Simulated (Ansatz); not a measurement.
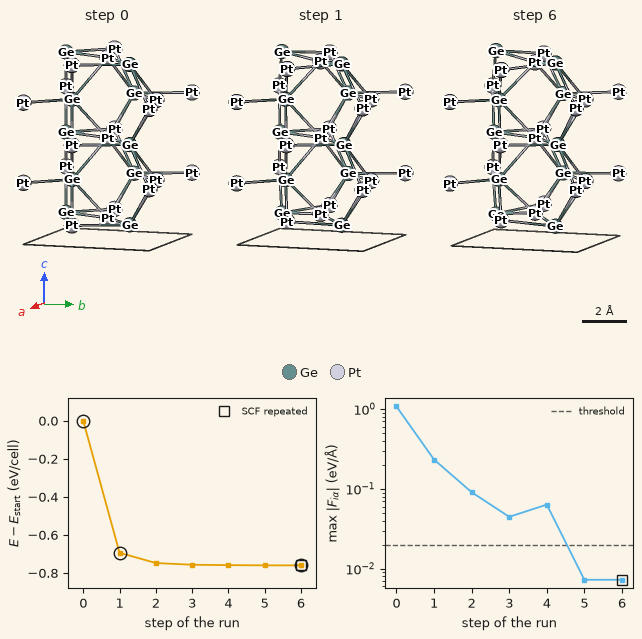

Frames of a relaxation of a slab of composition GePt (cut from the Pnma phase), marked on the history of the run. Style: ball-and-stick. Shown: the cell of the calculation, outlined in the plane, without the vacuum (origin shifted), slightly off an axis.

The slab is the (0 1 0) face of GePt.

Theory: DFT PBE, scalar-relativistic, plane waves, PAW (Ansatz).

Input file:
```yaml
crystal:
  lattice:
    - [5.8271351399, 0.0, 0.0]
    - [0.0, 6.1905450806, 0.0]
    - [0.0, 0.0, 22.4890375214]
  atoms:
    - { symbol: Ge, position: [0.813230162, 0.4125087131, 0.3334958196] }
    - { symbol: Ge, position: [0.313230162, 0.0874912869, 0.3334958196] }
    - { symbol: Pt, position: [0.0017840212, 0.8069861665, 0.3334958196] }
    - { symbol: Pt, position: [0.5017840212, 0.6930138335, 0.3334958196] }
    - { symbol: Ge, position: [0.186769838, 0.5874912869, 0.4167479098] }
    - { symbol: Ge, position: [0.686769838, 0.9125087131, 0.4167479098] }
    - { symbol: Pt, position: [0.9982159788, 0.1930138335, 0.4167479098] }
    - { symbol: Pt, position: [0.4982159788, 0.3069861665, 0.4167479098] }
    - { symbol: Ge, position: [0.813230162, 0.4125087131, 0.5] }
    - { symbol: Ge, position: [0.313230162, 0.0874912869, 0.5] }
    - { symbol: Pt, position: [0.0017840212, 0.8069861665, 0.5] }
    - { symbol: Pt, position: [0.5017840212, 0.6930138335, 0.5] }
    - { symbol: Ge, position: [0.186769838, 0.5874912869, 0.5832520902] }
    - { symbol: Ge, position: [0.686769838, 0.9125087131, 0.5832520902] }
    - { symbol: Pt, position: [0.9982159788, 0.1930138335, 0.5832520902] }
    - { symbol: Pt, position: [0.4982159788, 0.3069861665, 0.5832520902] }
    - { symbol: Ge, position: [0.813230162, 0.4125087131, 0.6665041804] }
    - { symbol: Ge, position: [0.313230162, 0.0874912869, 0.6665041804] }
    - { symbol: Pt, position: [0.0017840212, 0.8069861665, 0.6665041804] }
    - { symbol: Pt, position: [0.5017840212, 0.6930138335, 0.6665041804] }
basis:
  ecutwfc: 420
kpoints:
  mp_grid: { grid: [6, 6, 1] }
hamiltonian:
  xc: pbe
scf:
  occupations: { method: gaussian, width: 0.1 }
output:
  forces: true
  eigenvalues: true
  write_density: true
  write_potential: true
  elf: true
  volumetric_format: npy
relax:
  adjacent_minimum: "off"
  f_tol: 0.02
  max_steps: 60
efield:
  axis: 3
  dipole_correction: true
  ramp_width: 0.04
```

Launched with:
```bash
ansatz run input.yaml --threads 8 --pin off --max-ram 15360MiB --backend cpu --events-out ev --progress --plain --runs-dir out
```

> What happens along the run?

After 5 accepted moves (6 points after the start) the energy has fallen by 0.759 eV per cell of the calculation. Largest force component: 1.1 eV/Å at the start, 0.0073 eV/Å at the end. 1 step only repeated the SCF at the same geometry. The largest moves relative to the layer's centre, 0.25 Å, are those of Pt3, Pt4, Pt19 and Pt20. Pt19 goes at 17° to the normal (−c side). Largest moves by element: Pt 0.25 Å, Ge 0.13 Å. The cell stays as it was. Some distances before and after: Ge13–Pt20 2.702 → 2.514 Å, Ge17–Pt19 2.678 → 2.533 Å, Ge13–Pt19 2.552 → 2.443 Å, Ge13–Pt15 2.678 → 2.584 Å. Bond angles that change, for instance: Ge5–Pt4–Ge6 84.7° → 93.0°, Ge2–Pt4–Ge5 86.7° → 93.7°, Pt15–Ge17–Pt20 132.3° → 125.5°. Cost: 4.6 min on 8 threads of Arm Neoverse V2 (shared host), peak memory 6 GiB. From step 0 to 1: Pt atoms move most (0.19 Å), energy −0.693 eV per cell of the calculation. From step 1 to 6: Pt atoms move most (0.07 Å), energy −66.4 meV per cell of the calculation.

```json
{"step": "0", "E − E(0), meV/atom": "0.00", "largest force component, eV/Å": "1.0781", "note": ""}
{"step": "1", "E − E(0), meV/atom": "-34.65", "largest force component, eV/Å": "0.2329", "note": ""}
{"step": "2", "E − E(0), meV/atom": "-37.36", "largest force component, eV/Å": "0.0908", "note": ""}
{"step": "3", "E − E(0), meV/atom": "-37.81", "largest force component, eV/Å": "0.0446", "note": ""}
{"step": "4", "E − E(0), meV/atom": "-37.91", "largest force component, eV/Å": "0.0634", "note": ""}
{"step": "5", "E − E(0), meV/atom": "-37.97", "largest force component, eV/Å": "0.0073", "note": ""}
{"step": "6", "E − E(0), meV/atom": "-37.97", "largest force component, eV/Å": "0.0073", "note": "same geometry, SCF repeated"}
```
